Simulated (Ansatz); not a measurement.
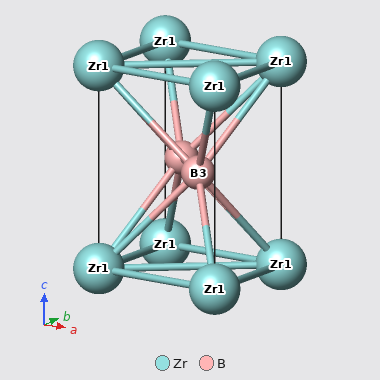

The system is ZrB2 (P6/mmm, No. 191; 3 atoms in the cell); the picture shows the reference structure. The energy is mapped over the lattice constants a and c of the conventional cell. The first coordinate is: lattice constant a (and b); the second: lattice constant c. Nothing is relaxed (symmetry fixes all fractional coordinates). The grid has 7 × 7 points. Points are written as (first, second). All energies are given in meV/atom relative to the lowest grid point. Level of theory: DFT PBEsol, scalar-relativistic, plane waves, PAW (Ansatz). Settings: cutoff 520 eV, k-mesh 15×15×12 in the order of the run's cell vectors, gaussian smearing 0.15 eV, no spin polarisation.

Its coordinates:

```
CELL_PARAMETERS angstrom
3.15484 0.00000 0.00000
-1.57742 2.73217 0.00000
0.00000 0.00000 3.50674
ATOMIC_POSITIONS crystal
Zr 0.00000 0.00000 0.00000
B 0.33333 0.66667 0.50000
B 0.66667 0.33333 0.50000
```

The input of one point:

```yaml
crystal:
  lattice:
    - [3.1548382285, 0.0, 0.0]
    - [-1.5774191143, 2.7321700507, 0.0]
    - [0.0, 0.0, 3.5067416443]
  atoms:
    - { symbol: Zr, position: [0.0, 0.0, 0.0] }
    - { symbol: B, position: [0.3333333333, 0.6666666667, 0.5] }
    - { symbol: B, position: [0.6666666667, 0.3333333333, 0.5] }
basis:
  ecutwfc: 520.0
kpoints:
  mp_grid: { grid: [15, 15, 12] }
hamiltonian:
  xc: pbesol
scf:
  occupations: { method: gaussian, width: 0.15 }
output:
  forces: true
  stress: true
  eigenvalues: true
```

Range: lattice constant a (and b) from 3.060 to 3.249 Å; lattice constant c from 3.331 to 3.682 Å.

Q: What landscape does the calculation give?

A: The lowest grid point is at (3.155 Å, 3.507 Å). It is the only kind of minimum in the scanned range. The highest grid point, (3.060 Å, 3.331 Å), lies 108 meV/atom above the lowest. Round the minimum the valley is somewhat tilted: raising lattice constant a (and b) shifts the best value of lattice constant c downwards (coupling k₁₂/√(k₁₁k₂₂) about 0.3).

| lattice constant c ↓, lattice constant a (and b) → | 3.060 | 3.092 | 3.123 | 3.155 | 3.186 | 3.218 | 3.249 |
| --- | --- | --- | --- | --- | --- | --- | --- |
| 3.682 | 48 | 35 | 30 | 33 | 44 | 62 | 86 |
| 3.624 | 38 | 21 | 14 | 15 | 24 | 40 | 63 |
| 3.565 | 34 | 15 | 5 | 4 | 10 | 24 | 45 |
| 3.507 | 39 | 17 | 4 | 0 | 4 | 16 | 34 |
| 3.448 | 52 | 27 | 11 | 4 | 5 | 14 | 30 |
| 3.390 | 75 | 46 | 27 | 17 | 15 | 21 | 34 |
| 3.331 | 108 | 75 | 53 | 39 | 34 | 37 | 47 |

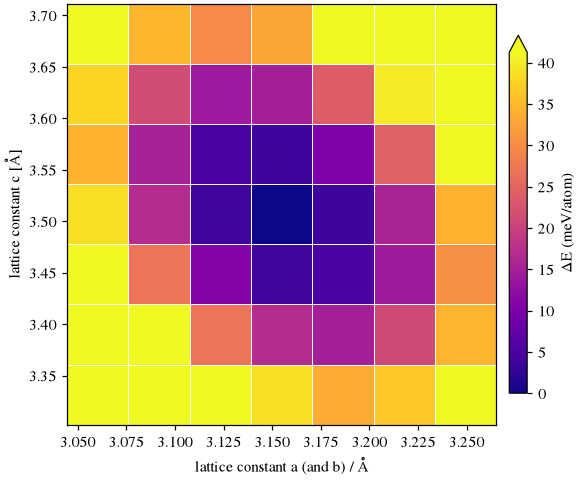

The picture shows one coloured cell a grid point, one colour for all values above the top of the scale.

Time for the 49 points that were run: 5.4 min on 1 thread of Arm Neoverse V1, with other jobs on the host.
